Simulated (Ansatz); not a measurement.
Consider PbSe.

Input file:

```
crystal:
  lattice:
    - [12.2677817526, 0.0, 0.0]
    - [0.0, 4.3368535261, 0.0]
    - [0.0, 0.0, 4.3373053628]
  atoms:
    - { symbol: Pb, position: [0.1250115216, 0.25, 0.2495822232] }
    - { symbol: Pb, position: [0.3749884784, 0.75, 0.7495822232] }
    - { symbol: Pb, position: [0.6250115216, 0.25, 0.2504177768] }
    - { symbol: Pb, position: [0.8749884784, 0.75, 0.7504177768] }
    - { symbol: Se, position: [0.3749985352, 0.25, 0.2497303365] }
    - { symbol: Se, position: [0.1250014648, 0.75, 0.7497303365] }
    - { symbol: Se, position: [0.8749985352, 0.25, 0.2502696635] }
    - { symbol: Se, position: [0.6250014648, 0.75, 0.7502696635] }
basis:
  ecutwfc: 500
kpoints:
  mp_grid: { grid: [4, 8, 8] }
  band_path:
    path:
      - [0.0, 0.0, 0.0]
      - [0.5, 0.0, 0.0]
      - [0.5, 0.5, 0.0]
      - [0.0, 0.5, 0.0]
      - [0.0, 0.0, 0.5]
      - [0.5, 0.0, 0.5]
      - [0.5, 0.5, 0.5]
      - [0.0, 0.5, 0.5]
    npoints: 1
hamiltonian:
  xc: r2scan
scf:
  occupations: { method: gaussian, width: 0.02 }
  n_extra_bands: 7
output:
  forces: true
  stress: true
  eigenvalues: true
  write_density: true
  write_potential: true
  elf: true
  volumetric_format: npy
```

Launched as:

```sh
ansatz run input.yaml --threads 4 --pin off --max-ram 10240MiB --backend cpu --events-out ev --progress --plain --runs-dir out
```

Space group Fm-3m; a generated structure, not necessarily the stable one.

Method: DFT r2SCAN, scalar-relativistic, plane waves, PAW (Ansatz 0.2.0).

### Predict the valence pseudo-density and electron localisation function between the atoms.

Pb–Se (3.07 Å): the density is about 0.21 e/Å³ at the midpoint; the ELF is about 0.30 at the midpoint.

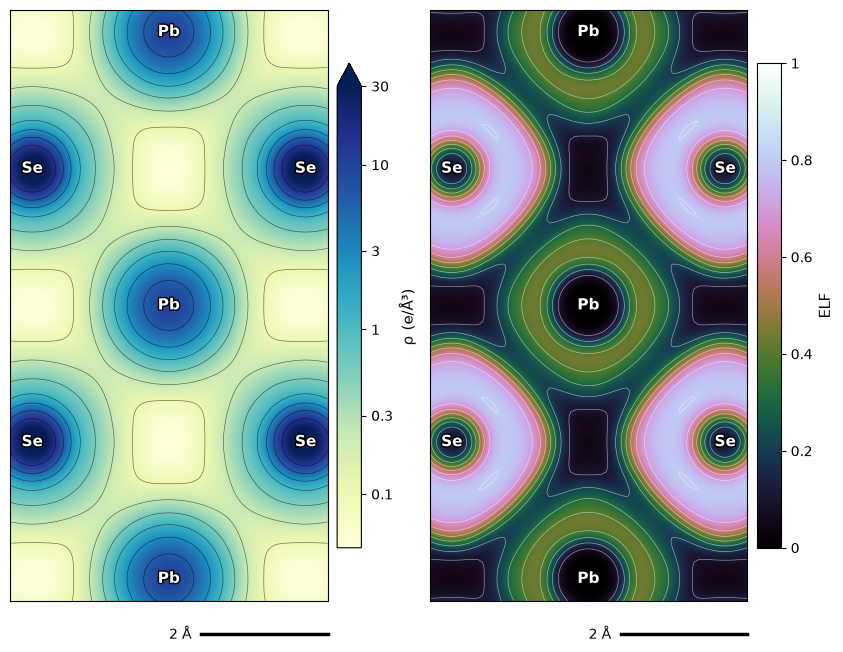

Computed valence pseudo-density and electron localisation function on the (100) plane of the calculation cell, in this order. 

Core electrons are frozen (PAW), and the valence fields are smoothed inside the atomic spheres.
